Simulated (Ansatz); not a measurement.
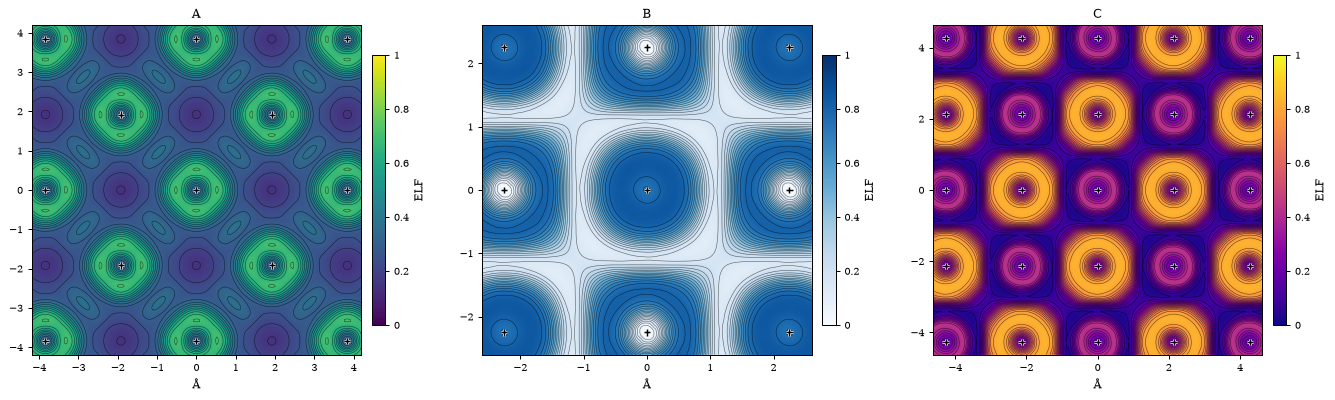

The electron localisation function of 3 systems, each on a plane through atoms (crosses mark nuclei in the plane).

Method: Ansatz, DFT PBEsol, scalar-relativistic, plane waves, PAW.

System 1: MgO, the (11̄0) plane of the conventional cell. Space group Immm; changed on purpose from its base cell (strain -0.1000 x Voigt [0, 0, 0, 0, 0, 1], atoms carried along); computed pressure about −5 GPa in this cell.

```cif
data_structure
_symmetry_space_group_name_H-M 'P 1'
_symmetry_Int_Tables_number 1
_cell_length_a 2.8686
_cell_length_b 3.1705
_cell_length_c 4.2703
_cell_angle_alpha 90.000
_cell_angle_beta 90.000
_cell_angle_gamma 90.000
_cell_volume 38.84
loop_
_atom_site_label
_atom_site_type_symbol
_atom_site_fract_x
_atom_site_fract_y
_atom_site_fract_z
_atom_site_occupancy
Mg1 Mg 0.00000 0.00000 0.00000 1
Mg2 Mg 0.50000 0.50000 0.50000 1
O1 O 0.50000 0.50000 0.00000 1
O2 O 0.00000 0.00000 0.50000 1
```

System 2: Ir, the (010) plane of the conventional cell. Space group Fm-3m; computed pressure about −3 GPa in this cell; computed without spin polarisation.

```xyz
4
Lattice="3.8394 0.0000 0.0000 0.0000 3.8394 0.0000 0.0000 0.0000 3.8394" Properties=species:S:1:pos:R:3 pbc="T T T"
Ir    0.0000    0.0000    0.0000
Ir    1.9197    1.9197    0.0000
Ir    1.9197    0.0000    1.9197
Ir    0.0000    1.9197    1.9197
```

System 3: HfN, the (001) plane of the conventional cell. Space group Fm-3m; a structure from a database of computed crystals, not necessarily the ambient phase; computed without spin polarisation.

```yaml
crystal:
  lattice:
    - [4.50174, 0.00000, 0.00000]
    - [0.00000, 4.50174, 0.00000]
    - [0.00000, 0.00000, 4.50174]
  atoms:
    - { symbol: Hf, position: [0.00000, 0.00000, 0.00000] }
    - { symbol: Hf, position: [0.50000, 0.50000, 0.00000] }
    - { symbol: Hf, position: [0.50000, 0.00000, 0.50000] }
    - { symbol: Hf, position: [0.00000, 0.50000, 0.50000] }
    - { symbol: N, position: [0.50000, 0.00000, 0.00000] }
    - { symbol: N, position: [0.00000, 0.50000, 0.00000] }
    - { symbol: N, position: [0.00000, 0.00000, 0.50000] }
    - { symbol: N, position: [0.50000, 0.50000, 0.50000] }
```

### Which map belongs to which system?

Panel A is system 2, Ir: the plane holds Ir. Ir–Ir (2.71 Å): the ELF is about 0.35 at the midpoint (no localised pair shows between them). Panel B is system 3, HfN: the plane holds Hf and N. Hf–N (2.25 Å): the ELF peaks at about 0.80 in the valence shell of N, 0.6 Å from its nucleus, and drops to about 0.15 between the two atoms; no shared electron pair shows on this line. Panel C is system 1, MgO: the plane holds Mg and O. Mg–O (2.14 Å): the ELF peaks at about 0.85 in the valence shell of O, 0.6 Å from its nucleus, and is about 0.35 at the midpoint (a closed-shell, largely ionic contact).
